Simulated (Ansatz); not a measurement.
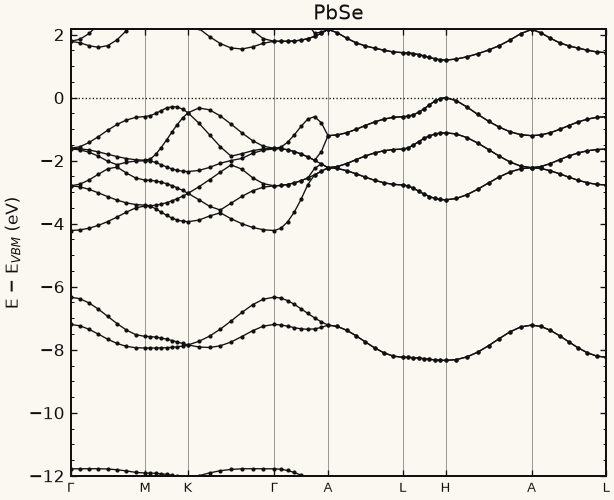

The picture comes from a calculation with Ansatz.

Band structure. Energies are counted from the top of the valence band. The path runs straight from each named point to the next.

Question: What lattice type does the k path imply?

Answer: A hexagonal (primitive) lattice: the path Γ–M–K–Γ–A–L–H–A–L runs through the special points of its Brillouin zone.

This input was run:

```
crystal:
  lattice:
    - [5.2170042374, 0.0, 0.0]
    - [-2.6085021187, 4.5180582012, 0.0]
    - [0.0, 0.0, 6.2379148005]
  atoms:
    - { symbol: Pb, position: [0.3333333333, 0.6666666667, -0.0620209164] }
    - { symbol: Pb, position: [0.6666666667, 0.3333333333, 0.4379790836] }
    - { symbol: Se, position: [0.3333333333, 0.6666666667, 0.4380209164] }
    - { symbol: Se, position: [0.6666666667, 0.3333333333, 0.9380209164] }
kpoints:
  mp_grid: { grid: [8, 8, 5] }
  band_path:
    path:
      - [0.0, 0.0, 0.0]
      - [0.5, 0.0, 0.0]
      - [0.3333333333, 0.3333333333, 0.0]
      - [0.0, 0.0, 0.0]
      - [0.0, 0.0, 0.5]
      - [0.5, 0.0, 0.5]
      - [0.3333333333, 0.3333333333, 0.5]
      - [0.0, 0.0, 0.5]
      - [0.5, 0.0, 0.5]
    npoints: 8
scf:
  occupations: { method: fermi_dirac, width: 0.08 }
hamiltonian:
  xc: pbe
  pseudopotentials: { kind: all_electron, datasets: crystal }
output:
  forces: true
  stress: true
  eigenvalues: true
  efg: { contact_densities: true }
```

Question: What does the band structure say about the gap?

Answer: A semiconductor. The gap along this path is 1.19 eV and direct: both edges lie at H.

Question: What are the direct gaps at Γ, L and H?

Answer: The direct gaps are 3.39 eV at Γ, 2.03 eV at L and 1.19 eV at H.

Question: How many bands meet at the valence-band top?

Answer: Two bands meet at the valence-band top at H: it is doubly degenerate (spin aside).

Spin-orbit coupling is left out, which matters for Pb.
